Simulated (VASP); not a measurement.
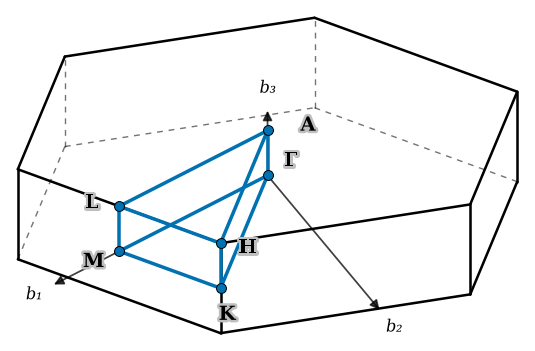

Crystal: MoS2, the geometry relaxed with VASP, VASP Kohn-Sham DFT of a periodic cell, PBEsol, VASP PAW PBE potentials, recommended. The first Brillouin zone and its special points. Symmetry computed with spglib at a tolerance of 0.002 Å; standard conventional cell.

Space group No. 194, P6_3/mmc; a = 3.142 Å, b = 3.142 Å, c = 12.545 Å, α = 90.00°, β = 90.00°, γ = 120.00°.

Labels and path follow the convention of Hinuma et al. (2017), as computed by seekpath; the arrows show the directions of the reciprocal primitive vectors b₁, b₂, b₃, in which coordinates are given; lengths include the factor 2π.

List the special points with their coordinates and distances from Γ.

| point | k₁ | k₂ | k₃ | length of k (1/Å) |
| --- | --- | --- | --- | --- |
| Γ | 0 | 0 | 0 | 0.000 |
| A | 0 | 0 | 1/2 | 0.250 |
| K | 1/3 | 1/3 | 0 | 1.333 |
| H | 1/3 | 1/3 | 1/2 | 1.356 |
| M | 1/2 | 0 | 0 | 1.154 |
| L | 1/2 | 0 | 1/2 | 1.181 |

What is the zone's volume?

(2π)³ over the primitive cell's volume of 107.26 Å³: 2.31 Å⁻³.
